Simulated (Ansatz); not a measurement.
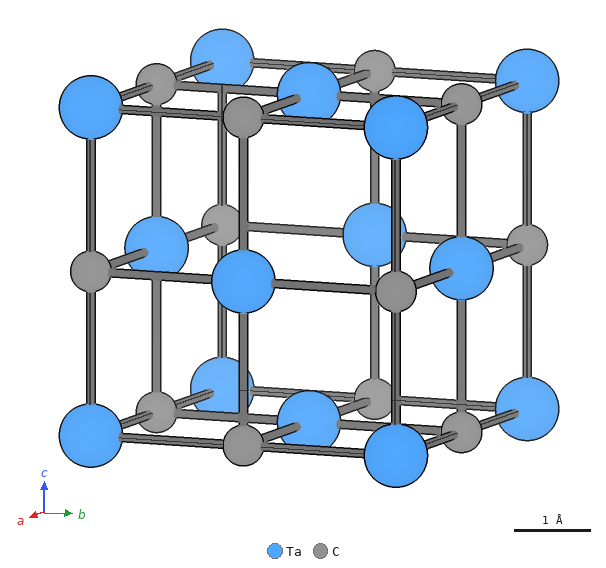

Shown here is a ball-and-stick view of the crystal, taken slightly off an axis. The conventional unit cell is drawn as a box. Cell: a = 4.42 Å, b = 4.42 Å, c = 4.42 Å, α = 90.00°, β = 90.00°, γ = 90.00°.

Provenance: a structure listed in the Materials Project. Earlier steps of the study may have refined or changed the cell and positions. It went into a calculation with Ansatz.

Give a description of the structure.

Answer. The formula is Ta₄C₃. It belongs to space group Pm-3m (No. 221) and has a primitive cubic lattice. Cell content 4 Ta, 3 C; Z = 1. C bonds to six Ta in an octahedral arrangement at about 2.2 Å. Ta takes two kinds of site: 3c with four C in a square planar arrangement at about 2.2 Å; 1a with six C in an octahedral arrangement at about 2.2 Å. Not all metal-metal contacts are counted. The bonds build a three-dimensional framework.

Level of theory and settings: DFT r2SCAN, scalar-relativistic, plane waves, PAW in Ansatz, wavefunction cutoff 500 eV, an 8×8×8 sampling of the Brillouin zone, Gaussian smearing of 0.1 eV, no spin polarisation.

What is the band gap, if any?

Answer. A metal: bands cross the Fermi level.

What does a Bader analysis give?

Answer. Ta +1.34 to +2.07 e; C -2.04 e.

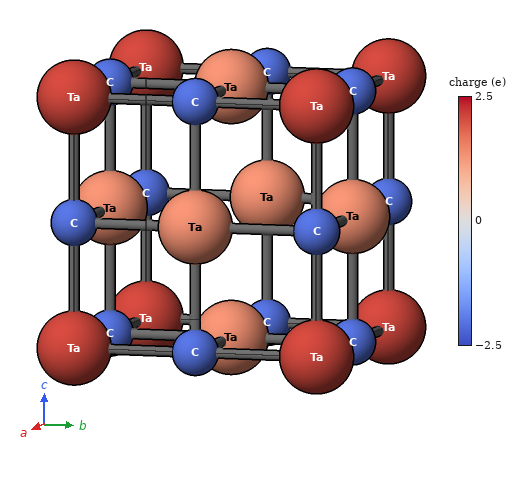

The atoms coloured by those charges. The run's cell of 7 atoms is drawn.

Does this geometry sit at a stationary point of the energy?

Answer. Yes. All forces vanish to within 0.01 eV/Å. The pressure is 0.0 GPa, close to zero.
